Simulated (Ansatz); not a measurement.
System CuSbSe₂ (space group Pnma, No. 62); source of the atomic positions: coordinates from a relaxation with DFT, r2SCAN+rVV10, plane waves, PAW in Ansatz.

```cif
data_structure
_symmetry_space_group_name_H-M 'P 1'
_symmetry_Int_Tables_number 1
_cell_length_a 6.3466
_cell_length_b 3.9719
_cell_length_c 14.9116
_cell_angle_alpha 90.000
_cell_angle_beta 90.000
_cell_angle_gamma 90.000
_cell_volume 375.90
loop_
_atom_site_label
_atom_site_type_symbol
_atom_site_fract_x
_atom_site_fract_y
_atom_site_fract_z
_atom_site_occupancy
Cu1 Cu 0.24557 0.75000 0.67155 1
Cu2 Cu 0.75443 0.25000 0.32845 1
Cu3 Cu 0.74557 0.75000 0.82845 1
Cu4 Cu 0.25443 0.25000 0.17155 1
Sb1 Sb 0.27523 0.75000 0.44033 1
Sb2 Sb 0.22477 0.25000 0.94033 1
Sb3 Sb 0.77523 0.75000 0.05967 1
Sb4 Sb 0.72477 0.25000 0.55967 1
Se1 Se 0.87934 0.25000 0.17646 1
Se2 Se 0.87600 0.75000 0.40267 1
Se3 Se 0.12066 0.75000 0.82354 1
Se4 Se 0.37934 0.25000 0.32354 1
Se5 Se 0.37600 0.75000 0.09733 1
Se6 Se 0.12400 0.25000 0.59733 1
Se7 Se 0.62400 0.25000 0.90267 1
Se8 Se 0.62066 0.75000 0.67646 1
```

Describe how the polyhedra about Cu and Sb are linked (bonds: Cu–Se below 2.7 Å and Sb–Se below 3 Å).

Cu: CuSe4 tetrahedron, sharing corners with ten neighbours; Sb: SbSe3 trigonal pyramid, sharing corners with eight neighbours.

They form layers of corner-sharing tetrahedra and trigonal pyramids parallel to (001).

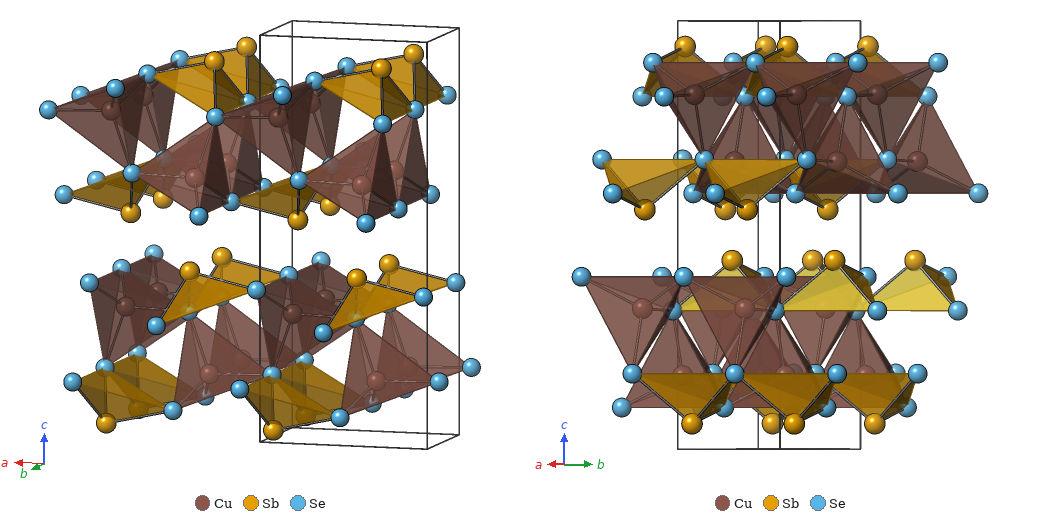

Polyhedra are drawn about Cu and Sb (bonds: Cu–Se below 2.7 Å and Sb–Se below 3 Å); other atoms are plain spheres. Two views of the same piece.
